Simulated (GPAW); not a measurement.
## CdI2: optical spectrum from first principles

Aim: the dielectric function of CdI2, and the optical constants that follow from it. The cell comes from an older database entry, whose edges can differ from later determinations, mostly by under a per cent.

Main program and level: GPAW 26.7.0; DFT, PBE, plane-wave PAW (GPAW data sets), scalar-relativistic, RPA, optical limit.

### Step 1. The structure

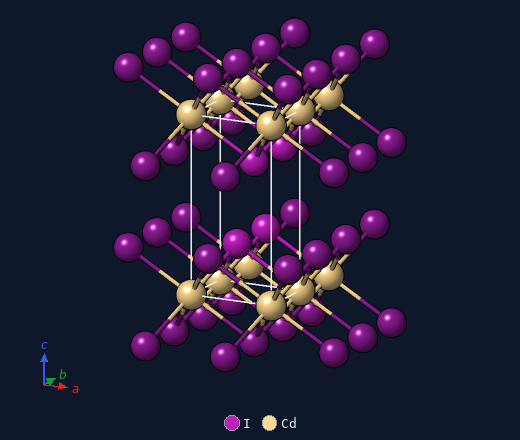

The starting structure, seen slightly off an axis (iodine pink, cadmium orange). 1×2×1 cells are drawn. Some periodic images of atoms are drawn too.

Coordinates:

```cif
data_structure
_symmetry_space_group_name_H-M 'P 1'
_symmetry_Int_Tables_number 1
_cell_length_a 4.2440
_cell_length_b 4.2440
_cell_length_c 6.8590
_cell_angle_alpha 90.000
_cell_angle_beta 90.000
_cell_angle_gamma 120.000
_cell_volume 106.99
loop_
_atom_site_label
_atom_site_type_symbol
_atom_site_fract_x
_atom_site_fract_y
_atom_site_fract_z
_atom_site_occupancy
I1 I 0.66667 0.33333 0.75080 1
I2 I 0.33333 0.66667 0.24920 1
Cd3 Cd 0.00000 0.00000 0.00000 1
```

### Step 2. Ground state

The self-consistent density comes first; it also tells whether there is a gap, which decides the occupations and the need for a Drude term.

This step: DFT, PBE, plane-wave PAW (GPAW data sets), scalar-relativistic, ground state (GPAW 26.7.0).

Contents of gs.py:

```python
from ase import Atoms
from ase.dft.bandgap import bandgap
from gpaw import GPAW, PW, FermiDirac

atoms = Atoms(['I', 'I', 'Cd'],
              cell=[[4.244000000022, 0.000000000000, 0.000000000000],
                    [-2.122000000011, 3.675411813681, 0.000000000000],
                    [0.000000000000, 0.000000000000, 6.859000000000]],
              scaled_positions=[[0.666666666667, 0.333333333333, 0.750800000000],
                                [0.333333333333, 0.666666666667, 0.249200000000],
                                [0.000000000000, 0.000000000000, 0.000000000000]],
              pbc=[True, True, True])
atoms.calc = GPAW(mode=PW(500), xc='PBE', kpts={'size': (6, 6, 4), 'gamma': True},
                  occupations=FermiDirac(0.05), maxiter=150, txt='gs.txt')
print('energy (eV)', atoms.get_potential_energy())
print('Fermi level (eV)', atoms.calc.get_fermi_level())
print('valence electrons', atoms.calc.get_number_of_electrons())
print('gap (eV)', bandgap(atoms.calc, output=None)[0])
print('direct gap (eV)', bandgap(atoms.calc, direct=True, output=None)[0])
atoms.calc.write('gs.gpw')
```

Started as:

```
> OMP_NUM_THREADS=1 python gs.py
```

Numbers of over 12 decimals in the logs are rounded to 6 here.

Log:

```text
__  _  _
 | _ |_)|_||  |
 |__||  | ||/\| - 26.7.0

Versions:
  Python: 3.12.14
  ASE:    3.29.0
  Numpy:  2.5.5
  Scipy:  1.18.1
  Libxc:  7.0.0

Input parameters:
  mode=PW(ecut=500.0),
  kpts=MonkhorstPack(size=(6, 6, 4), gamma=True),
  maxiter=150,
  occupations=Occupations(name='fermi-dirac', width=0.05, fixmagmom=False),
  xc=XC(name='PBE')

Diagonalizing LCAO Hamiltonian
Converting LCAO to pw mode

             I

         I

       Cd

Atoms  # Å, Bohr magnetons
|   | symbol |         x |        y |        z |    initial magnetic moments |
| 0 |      I |  2.122000 | 1.225137 | 5.149737 | ( 0.0000,  0.0000,  0.0000) |
| 1 |      I | -0.000000 | 2.450275 | 1.709263 | ( 0.0000,  0.0000,  0.0000) |
| 2 |     Cd |  0.000000 | 0.000000 | 0.000000 | ( 0.0000,  0.0000,  0.0000) |

Unit cell  # Å
| periodic |         x |        y |        z |  lengths |     angles |
|      yes |  4.244000 | 0.000000 | 0.000000 | 4.244000 |  90.000000 |
|      yes | -2.122000 | 3.675412 | 0.000000 | 4.244000 |  90.000000 |
|      yes |  0.000000 | 0.000000 | 6.859000 | 6.859000 | 120.000000 |

Number of symmetries: 12
Symmetry operations  # r_c * U_cc + t_c -> r_c
|    | kind |            matrix            |
|  0 |  σ   |  1, 1, 0,  0,-1, 0,  0, 0, 1 |
|  1 |  S6  |  1, 1, 0, -1, 0, 0,  0, 0,-1 |
|  2 |  E   |  1, 0, 0,  0, 1, 0,  0, 0, 1 |
|  3 |  C2  |  1, 0, 0, -1,-1, 0,  0, 0,-1 |
|  4 |  C2  |  0, 1, 0,  1, 0, 0,  0, 0,-1 |
|  5 |  C3  |  0, 1, 0, -1,-1, 0,  0, 0, 1 |
|  6 |  S6  |  0,-1, 0,  1, 1, 0,  0, 0,-1 |
|  7 |  σ   |  0,-1, 0, -1, 0, 0,  0, 0, 1 |
|  8 |  σ   | -1, 0, 0,  1, 1, 0,  0, 0, 1 |
|  9 |  i   | -1, 0, 0,  0,-1, 0,  0, 0,-1 |
| 10 |  C3  | -1,-1, 0,  1, 0, 0,  0, 0, 1 |
| 11 |  C2  | -1,-1, 0,  0, 1, 0,  0, 0,-1 |

BZ-sampling:
  Number of BZ points: 144
  Number of IBZ points: 24

  Monkhorst-Pack size: [6, 6, 4]
  Monkhorst-Pack shift: [0.083333, 0.083333, 0.125]

K-points  # in reciprocal-cell coordinates
|     |                                coordinates |     weight |
|   0 | (  0.00000000,   0.00000000,   0.00000000) | 0.00694444 |
|   1 | (  0.00000000,   0.00000000,   0.25000000) | 0.01388889 |
|   2 | (  0.00000000,   0.00000000,   0.50000000) | 0.00694444 |
|   3 | (  0.16666667,   0.00000000,  -0.25000000) | 0.04166667 |
|   4 | (  0.16666667,   0.00000000,   0.00000000) | 0.04166667 |
|   5 | (  0.16666667,   0.00000000,   0.25000000) | 0.04166667 |
|   6 | (  0.16666667,   0.00000000,   0.50000000) | 0.04166667 |
|   7 | (  0.33333333,  -0.16666667,   0.00000000) | 0.04166667 |
|   8 | (  0.33333333,  -0.16666667,   0.25000000) | 0.08333333 |
|   9 | (  0.33333333,  -0.16666667,   0.50000000) | 0.04166667 |
| ... |                                            |            |
|  23 | (  0.50000000,   0.50000000,   0.50000000) | 0.02083333 |

Plane wave coefficients: 2738
Cutoff: 500.0 eV

Spin-components: 1 (collinear spins)
Bands:           17
Projectors:      16
Spin-degeneracy: 2
Datatype:        complex128

Parallelization:
  kpt:    1
  domain: 1
  band:   1

Density:
  Valence electrons: 26.0
  Components: 1
  Grid points: [24 24 36]
  Charge: 0.0  # |e|

Potential:
  Grid points: [24 24 36]

species:
  I:
    name:    Iodine
    id:
    Z:       53.0
    valence: 7
    core:    46
    charge:  0.0  # [|e|]
    compensation charges:
      type: gauss
      rc: 0.37  # [Å]
      lmax: 2
    cutoffs:
      filter: 2.06  # [Å]
      core: 2.90  # [Å]
    projectors
    | kind |    occ | energy [eV] | rcut [Å] |
    |   5s |  2.000 |     -17.382 |    1.164 |
    |   5p |  5.000 |      -7.088 |    1.164 |
    |    s |        |       9.829 |    1.164 |
    |    p |        |      20.123 |    1.164 |
    |    d |        |       0.000 |    1.164 |

    Using partial waves for I as LCAO basis

  Cd:
    name:    Cadmium
    id:
    Z:       48.0
    valence: 12
    core:    36
    charge:  0.0  # [|e|]
    compensation charges:
      type: gauss
      rc: 0.38  # [Å]
      lmax: 2
    cutoffs:
      filter: 2.12  # [Å]
      core: 2.62  # [Å]
    projectors
    | kind |    occ | energy [eV] | rcut [Å] |
    |   5s |  2.000 |      -5.655 |    1.191 |
    |   5p |  0.000 |      -1.186 |    1.228 |
    |   4d | 10.000 |     -11.739 |    1.164 |
    |    s |        |      21.556 |    1.191 |
    |    p |        |      26.026 |    1.228 |
    |    d |        |      15.473 |    1.164 |

    Using partial waves for Cd as LCAO basis

Reference energy: -539254.709669  # eV

eigensolver:
  PPCG
  Converge bands: occupied
  niter=2

density mixing:
  MSR1-Mixer
  Pratt-step length: 0.05
  Maximum mixing coefficient: 0.75
  Old densities: 10
  SVD Regularization: 0.005
  Good broyden scale: 1.0
  Trust region scale: 1.0
  Backstep threshold: 4.0
  History deletion threshold: 6.0
  Fourier metric: weight=20.0, sigma=0.015

occupation numbers:
  Fermi-Dirac:
    width: 0.0500  # eV

poisson solver:
  ecut: 4000.0  # eV

xc functional:
  name: PBE with 2 nearest neighbor stencil

convergence criteria:
- Maximum [total energy] change in last 3 cyles: 0.0005 eV / valence electron
- Maximum integral of absolute [dens]ity change: 0.0001 electrons / valence electron
- Maximum integral of absolute [eigenst]ate change: 4e-08 eV^2 / valence electron
maximum number of iterations: 150

SCF iterations
|iter     |      energy | eigst |  dens |
|iter:   1||   -5.962716 | -0.81 |       |
|iter:   2||   -5.883174 | -2.57 | -1.32 |
|iter:   3||   -5.640538 | -1.50 | -1.36 |
|iter:   4||   -5.638031 | -3.42 | -1.88 |
|iter:   5||   -5.638089c| -3.94 | -2.43 |
|iter:   6||   -5.638117c| -5.76 | -3.07 |
|iter:   7||   -5.638120c| -6.69 | -3.66 |
|iter:   8||   -5.638120c| -7.66c| -4.11c|

Converged in 8 steps
SCF loop duration: 12.923 s (1.615 s/step)
Energy contributions relative to reference atoms: (reference = -539254.709669)

Energy contributions:
  Kinetic:          24.749066
  Coulomb:         -22.006734
  Zero:              0.026627
  External:          0.000000
  Xc:               -8.407080
  Entropy:          -0.000000
  Spinorbit:         0.000000
  ----------------------------
  Free energy:      -5.638120
  Extrapolated:     -5.638120

dipole moment: (-6.938787, -12.018332, -22.428436)  # |e|*Ang

Fermi level: 4.261
Eigenvalues  # (at kpt = [0.000, 0.000, 0.000])
| band index |      eig [eV] | occ [0-2] |
|          0 |        -9.208 |     2.000 |
|        ... |               |           |
|          5 |        -4.433 |     2.000 |
|          6 |        -4.433 |     2.000 |
|          7 |        -0.840 |     2.000 |
|          8 |         2.578 |     2.000 |
|          9 |         2.578 |     2.000 |
|         10 |         2.745 |     2.000 |
|         11 |         2.745 |     2.000 |
|         12 |         2.758 |     2.000 |
|         13 |         5.396 |     0.000 |
|         14 |         7.359 |     0.000 |
|         15 |         9.255 |     0.000 |
|         16 |         9.255 |     0.000 |

Gap: 2.404 eV
Transition (v -> c):
  (s=0, k=2, n=12, [0.00, 0.00, 0.50]) -> (s=0, k=23, n=13, [0.50, 0.50, 0.50])
Direct/indirect transitions are different
Direct gap: 2.638 eV
Transition at: (s=0, k=0, n=12, [0.00, 0.00, 0.00])

--- standard output ---
energy (eV) -5.638120
Fermi level (eV) 4.261320
valence electrons 26.0
gap (eV) 2.404470
direct gap (eV) 2.637856
```

Elapsed: 14 s, on 1 thread of Arm Neoverse V2, shared host; peak memory 0.18 GiB.

This step gave:

| Quantity | Value |
| --- | --- |
| energy | -5.638 eV |
| Fermi energy | 4.261 eV |
| gap on the k-mesh | 2.404 eV |
| direct gap on the mesh | 2.638 eV |
| electrons | 26 |

There is a gap, 2.40 eV on this mesh (points off the mesh can give less), so no carriers' term is needed.

### Step 3. Bands for the response

At the fixed density, many empty bands are solved on the mesh of the response, since the spectrum sums over them.

This step: DFT, PBE, plane-wave PAW (GPAW data sets), scalar-relativistic, bands at fixed density (GPAW 26.7.0).

Contents of nscf.py:

```python
from ase.dft.bandgap import bandgap
from gpaw import GPAW, FermiDirac

calc = GPAW('gs.gpw').fixed_density(kpts={'size': (9, 9, 5), 'gamma': True}, nbands=69, convergence={'bands': 63},
                                    occupations=FermiDirac(0.001), txt='nscf.txt')
print('gap (eV)', bandgap(calc, output=None)[0])
print('direct gap (eV)', bandgap(calc, direct=True, output=None)[0])
print('top band over the Fermi level (eV)', min(calc.get_eigenvalues(kpt=k)[62] for k in range(len(calc.get_ibz_k_points()))) - calc.get_fermi_level())
calc.write('full.gpw', mode='all')
```

Started as:

```
> OMP_NUM_THREADS=1 python nscf.py
```

Log:

```text
Diagonalizing LCAO Hamiltonian
Converting LCAO to pw mode
convergence criteria:
- Maximum integral of absolute [eigenst]ate change: 4e-08 eV^2 / valence electron
maximum number of iterations: 150

SCF iterations
|iter     |      energy | eigst |  dens |
|iter:   1||             | +3.78 |       |
|iter:   2||             | +2.49 |       |
|iter:   3||             | +1.38 |       |
|iter:   4||             | +0.24 |       |
|iter:   5||             | -0.52 |       |
|iter:   6||             | -1.20 |       |
|iter:   7||             | -1.74 |       |
|iter:   8||             | -2.30 |       |
|iter:   9||             | -2.80 |       |
|iter:  10||             | -3.34 |       |
|iter:  11||             | -3.86 |       |
|iter:  12||             | -4.44 |       |
|iter:  13||             | -4.99 |       |
|iter:  14||             | -5.49 |       |
|iter:  15||             | -5.86 |       |
|iter:  16||             | -6.19 |       |
|iter:  17||             | -6.48 |       |
|iter:  18||             | -6.81 |       |
|iter:  19||             | -7.11 |       |
|iter:  20||             | -7.38 |       |
|iter:  21||             | -7.59c|       |
SCF steps: 21
  __  _  _
 | _ |_)|_||  |
 |__||  | ||/\| - 26.7.0

Versions:
  Python: 3.12.14
  ASE:    3.29.0
  Numpy:  2.5.5
  Scipy:  1.18.1
  Libxc:  7.0.0

Input parameters:
  mode=PW(ecut=500.0),
  convergence={'bands': 63},
  gpts=array([24, 24, 36]),
  kpts=MonkhorstPack(size=(9, 9, 5), gamma=True),
  maxiter=150,
  nbands=69,
  occupations=Occupations(name='fermi-dirac', width=0.001, fixmagmom=False),
  parallel={},
  xc=XC(name='PBE')

--- standard output ---
gap (eV) 2.364864
direct gap (eV) 2.637856
top band over the Fermi level (eV) 29.774311
```

Wall time 4.3 min (1 thread); peak memory 0.35 GiB.

This step gave:

- gap on the k-mesh: 2.365 eV

### Step 4. Dielectric function, RPA

Local fields let the induced charge screen the field inside the cell, which as a rule lowers ε, most along directions where the density is uneven.

This step: DFT, PBE, plane-wave PAW (GPAW data sets), scalar-relativistic, RPA, optical limit (GPAW 26.7.0).

Contents of df.py:

```python
from gpaw.response.df import DielectricFunction

df = DielectricFunction('full.gpw', frequencies={'type': 'nonlinear', 'domega0': 0.03, 'omega2': 8},
                        ecut=60,
                        eta=0.1,
                        nbands=63,
                        txt='df.txt')
for direction in ['x', 'z']:
    df.get_dielectric_function(xc='RPA', direction=direction, filename=f'df_{direction}.csv')
```

Started as:

```
> OMP_NUM_THREADS=1 python df.py
```

Log:

```text
Using integrator: PointIntegrator
NonLinearFrequencyDescriptor(from 0.000 to 45.857 eV, 454 points)
Nonperiodic BCs:  [False False False]
Using integrator: PointIntegrator
NonLinearFrequencyDescriptor(from 0.000 to 45.857 eV, 454 points)
Nonperiodic BCs:  [False False False]

Calculating chi0 body with:
    Ground state adapter containing:
    Number of spins: 1
    Number of kpoints: 405
    Number of irreducible kpoints: 50
    Number of completely occupied states: 13
    Number of partially occupied states: 13

    Linear response parametrization:
    q_c: [0.0, 0.0, 0.0]
    Number of frequency points: 454
    Planewave cutoff: 60.0
    Number of bands: 63
    Number of planewaves: 111
    Broadening (eta): 0.1

Integrating chi0 body.

Symmetries of q_c:
    Direct symmetries (Uq -> q): 12
    Indirect symmetries (TUq -> q): 0
In total 12 allowed symmetries.

50 groups of equivalent kpoints. 87.654321% reduction.

Integral kind: spectral function

Calculating chi0 optical extensions with:
    Ground state adapter containing:
    Number of spins: 1
    Number of kpoints: 405
    Number of irreducible kpoints: 50
    Number of completely occupied states: 13
    Number of partially occupied states: 13

    Linear response parametrization:
    Number of frequency points: 454
    Planewave cutoff: 60.0
    Number of bands: 63
    Number of planewaves: 111
    Broadening (eta): 0.1
Integrating chi0 head and wings.

Symmetries of q_c:
    Direct symmetries (Uq -> q): 12
    Indirect symmetries (TUq -> q): 0
In total 12 allowed symmetries.

50 groups of equivalent kpoints. 87.654321% reduction.

Integral kind: spectral function wings
```

The job ended after 29 s (1 thread; peak memory 0.51 GiB).

Read-outs, printed or worked out from the files:

- electronic dielectric constant ε∞, mean over x, y and z (by symmetry where fewer were run): 4.888
- main peak of Im epsilon, first axis: 5.882 eV
- centre of weight of the strongest loss peak in the window: 16.56 eV

Some rows of df_x.csv (energy; Re and Im without local fields; Re and Im with them):

```text
0.000000, 5.958629, -0.000000, 5.162081, -0.000000
0.555532, 6.018672, 0.022048, 5.211069, 0.017990
1.143969, 6.228840, 0.051253, 5.382609, 0.041852
1.768324, 6.690419, 0.103208, 5.760071, 0.084586
2.431988, 7.781563, 0.280947, 6.662955, 0.236663
3.138794, 9.621485, 1.849350, 7.982167, 1.587227
3.893091, 8.936343, 8.364817, 7.826496, 6.146946
4.699832, 3.284893, 5.921297, 3.223720, 5.483517
5.564682, 3.329068, 8.073271, 3.336148, 6.640616
6.494155, 0.711281, 6.573244, 0.609087, 5.181291
7.495775, 0.141974, 5.375103, 0.379073, 4.224317
8.578281, -1.892766, 3.574699, -1.041664, 3.128368
9.751884, -1.474137, 2.389698, -0.638829, 2.256231
11.028587, -0.736495, 1.456854, -0.270571, 1.390097
12.422601, -0.342340, 1.202505, 0.003193, 1.181116
13.950874, -0.123822, 1.106710, 0.155989, 0.887182
15.633783, -0.036490, 0.550372, 0.245303, 0.590828
17.496047, 0.180948, 0.383524, 0.311197, 0.457471
19.567954, 0.299076, 0.322358, 0.422853, 0.408145
```

The Im ε has structure finer than the step of the table below, so its rows give means over 1 eV, whole bins alone (the curve runs from 0 to 21.9 eV). Peaks (eV: height): E ∥ x 4.0: 6.68, 4.6: 6.66, 5.2: 7.56, 5.9: 9.04; E ∥ z 3.1: 3.61, 6.0: 6.82, 7.8: 4.85, 8.7: 5.26.

Values under the direct gap are tails of Lorentzian lines. Table of Im ε by photon energy; means over each step:

| photon energy (eV) | E ∥ x | E ∥ z |
| --- | --- | --- |
| 1 | 0.0365 | 0.0282 |
| 2 | 0.129 | 0.125 |
| 3 | 1.53 | 2.14 |
| 4 | 5.41 | 1.98 |
| 5 | 5.94 | 1.72 |
| 6 | 6.50 | 5.37 |
| 7 | 4.41 | 4.78 |
| 8 | 3.81 | 4.01 |
| 9 | 2.50 | 4.34 |
| 10 | 2.07 | 2.98 |
| 11 | 1.53 | 1.81 |
| 12 | 1.18 | 1.18 |
| 13 | 1.05 | 1.01 |
| 14 | 0.910 | 0.933 |
| 15 | 0.685 | 0.855 |
| 16 | 0.572 | 0.590 |
| 17 | 0.546 | 0.506 |
| 18 | 0.448 | 0.459 |
| 19 | 0.464 | 0.445 |
| 20 | 0.395 | 0.387 |
| 21 | 0.341 | 0.370 |

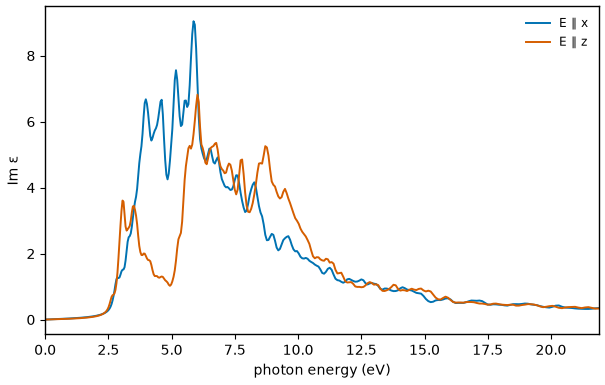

Im ε, plotted against photon energy.

(Continued in part 2 of 2.)

[Machine, clock and banner lines and Python warnings are left out of the logs.]

[Logs are printed without paths, hosts, clocks, repeated set-up lines and the standing remarks that a program may print on its own settings, such as how far it seeks lower states.]

[Hosts, paths, dates, database ids (printed as entryN), source tags and the programs' standing remarks are cut or masked in the printed files.]
